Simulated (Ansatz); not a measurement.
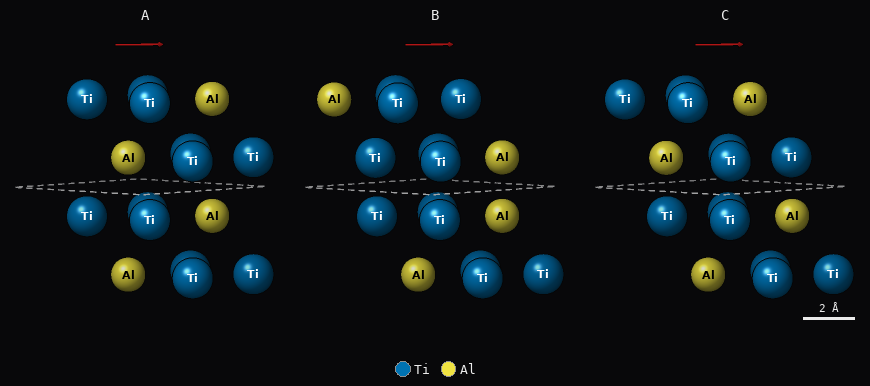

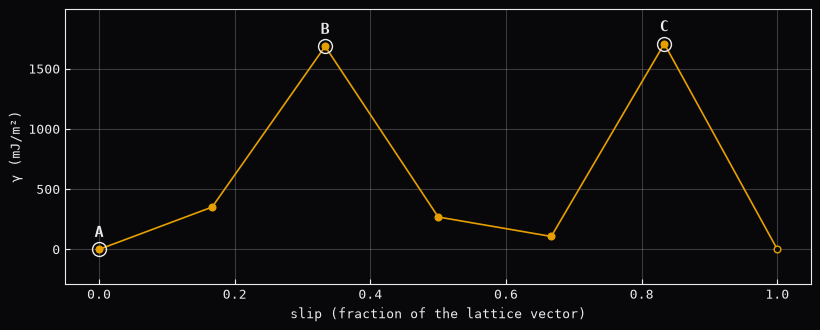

Solid Ti$_{3}$Al (P6_3/mmc): the crystal above a cut along the (0 0 1) plane of the conventional cell (between a plane of Al/Ti below and one of Al/Ti above, 2.33 Å apart) is slid rigidly by fractions of an in-plane lattice vector 9.97 Å long (a generalised stacking fault). One cut stands in each cell, which starts 9.3 Å high; nothing is relaxed, and the dashed outline marks the cut, the arrow on top the direction of slip. The lettered frames are marked on the plot. Hollow markers are points alike by symmetry, not computed again. A spheres-only model of the layers on both sides of the cut, seen from the side, nearly along the cut plane.

Theory: DFT PBE, scalar-relativistic, plane waves, PAW in Ansatz 0.2.0. Settings: plane-wave cutoff 420 eV; k-point mesh 8 × 8 × 4; occupations gaussian; smearing width 0.15 eV; no spin polarisation. Energies (free energies at the smearing named) are counted from the relaxed crystal.

### What does the scan show?

The curve starts and ends at zero, since a full lattice vector restores the crystal. Its highest computed point is 1709 mJ/m² at slip 0.833. The points are too sparse to place its extrema closely. Relaxation across the fault would lower the values.
